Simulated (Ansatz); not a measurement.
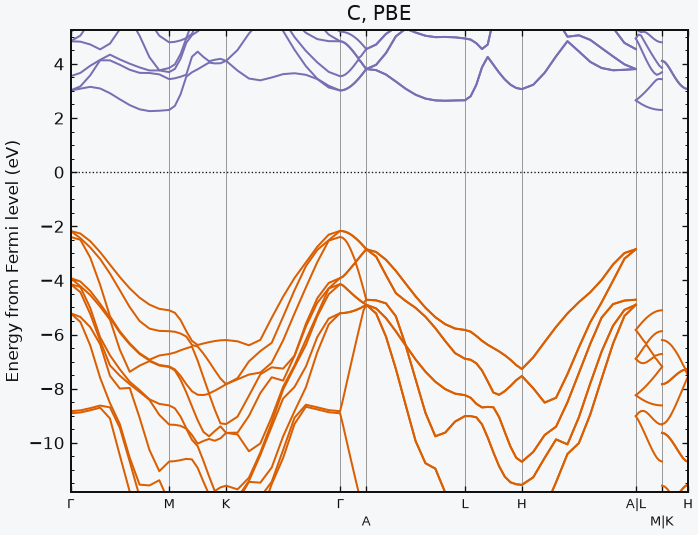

Band structure. Energies are counted from the Fermi level.

Input of the run:

```yaml
crystal:
  lattice:
    - [2.5221, 0.0, 0.0]
    - [-1.26105, 2.1842026709, 0.0]
    - [0.0, 0.0, 8.2371]
  atoms:
    - { symbol: C, position: [0.6666666667, 0.3333333333, 0.84375] }
    - { symbol: C, position: [0.3333333333, 0.6666666667, 0.34375] }
    - { symbol: C, position: [0.6666666667, 0.3333333333, 0.65625] }
    - { symbol: C, position: [0.3333333333, 0.6666666667, 0.15625] }
    - { symbol: C, position: [0.0, 0.0, 0.90625] }
    - { symbol: C, position: [0.0, 0.0, 0.40625] }
    - { symbol: C, position: [0.0, 0.0, 0.59375] }
    - { symbol: C, position: [0.0, 0.0, 0.09375] }
hamiltonian:
  xc: pbe
  pseudopotentials: { kind: paw, core: small }
kpoints:
  mp_grid: { grid: [12, 12, 4] }
  band_path:
    path:
      - [[0.0, 0.0, 0.0], [0.5, 0.0, 0.0], [0.3333333333, 0.3333333333, 0.0], [0.0, 0.0, 0.0], [0.0, 0.0, 0.5], [0.5, 0.0, 0.5], [0.3333333333, 0.3333333333, 0.5], [0.0, 0.0, 0.5]]
      - [[0.5, 0.0, 0.5], [0.5, 0.0, 0.0]]
      - [[0.3333333333, 0.3333333333, 0.0], [0.3333333333, 0.3333333333, 0.5]]
    npoints: 10
scf:
  occupations: { method: fermi_dirac, width: 0.05 }
  n_extra_bands: 20
output:
  forces: true
  stress: true
  eigenvalues: true
  fatbands: false
```

System: C, space group P6_3/mmc (No. 194), 8 atoms in the cell.

Method: PBE, Ansatz PAW, no spin polarisation, no spin-orbit coupling, 12×12×4 k mesh, 420 eV cutoff (Ansatz 0.2.0).

What does the band structure say about the gap?

Answer. The material is gapped. The gap along this path is 4.42 eV and indirect, from the valence-band top at Γ to the conduction-band bottom between Γ and M; the smallest direct gap is 5.19 eV, at Γ. At M the lowest conduction band lies only 0.04 eV higher.

How much do the top valence band and the lowest conduction band disperse along the path?

Answer. The top valence band spans 5.1 eV and the lowest conduction band 2.6 eV.

How many bands meet at the valence-band top?

Answer. Two bands meet at the valence-band top at Γ: it is doubly degenerate (spin aside).

What are the direct gaps at K, M and H?

Answer. The direct gaps are 10.32 eV at K, 7.40 eV at M and 10.34 eV at H.

LDA, GGA and most meta-GGA functionals understate gaps. This is a hexagonal form of diamond, not graphite.
